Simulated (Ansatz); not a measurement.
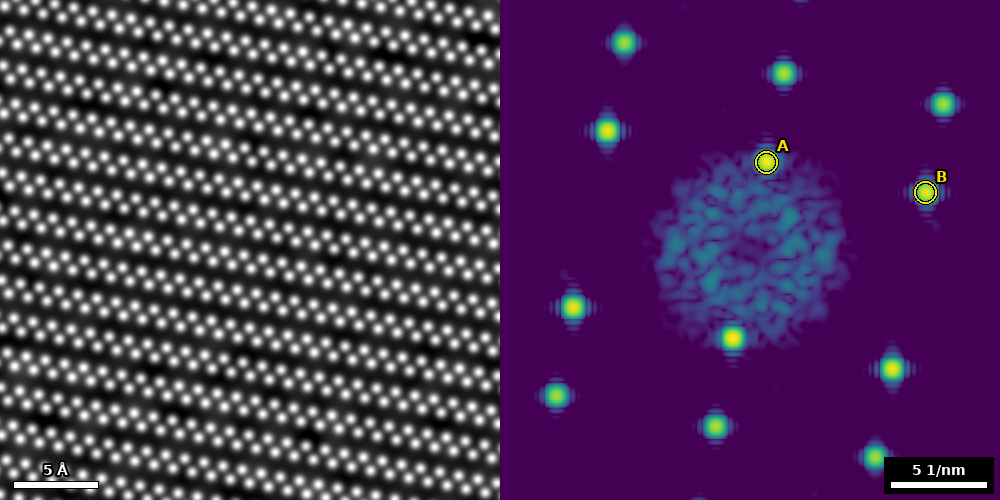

Dark-field STEM-like image of Ni (P6_3/mmc, No. 194) along [102]. Simulated incoherent Z contrast: every atom adds Z^1.7 spread by a probe of 0.50 Å full width; channelling and multiple scattering are left out. The probe carries 15 % of its weight in a tail 2.5 times as wide. The display is stretched by a gamma of 0.8; percentages refer to the linear signal. The speckle of an amorphous layer was added. Atomic positions: the geometry relaxed at fixed volume with DFT r2SCAN, scalar-relativistic, plane waves, PAW in Ansatz 0.2.0; the starting structure was generated, so it need not be a known form of this composition.

The right panel is the modulus of the image's Fourier transform on a logarithmic scale.

a = 2.436 Å, b = 2.436 Å, c = 4.066 Å, α = 90.00°, β = 90.00°, γ = 120.00°

Index the marked spots and give their plane spacings (the zone axis points at the viewer; indices equivalent by symmetry, or all signs reversed, are as good).

A: (0 -1 0), d = 2.11 Å; B: (-2 0 1), d = 1.02 Å. A and B enclose 61°, and every spot obeys the zone law hu + kv + lw = 0 for [102].
